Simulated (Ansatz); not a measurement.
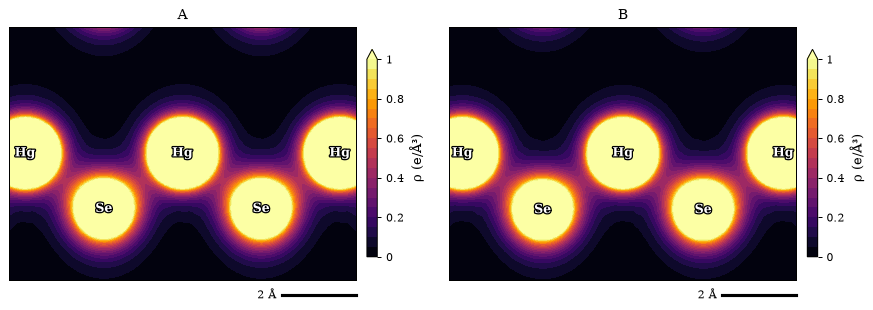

HgSe. The valence pseudo-density of two cells that differ in size, on the (101̄) plane of each (indices in the axes of the calculation cell), at one length scale and on one colour scale: B has 28.6 Å³ an atom and A 26.9.

Computed with Kohn-Sham DFT of a periodic cell, rPW86-PBE with rVV10, Ansatz PAW in Ansatz 0.2.0.

Core electrons are frozen (PAW), and the valence fields are smoothed inside the atomic spheres.

Question: What changes from the larger cell to the smaller?

Answer: From the larger cell to the smaller, Hg–Se goes from 2.65 to 2.60 Å, and the density at its midpoint from 0.41 to 0.45 e/Å³; the pressure goes from 4.3 to 9 GPa.
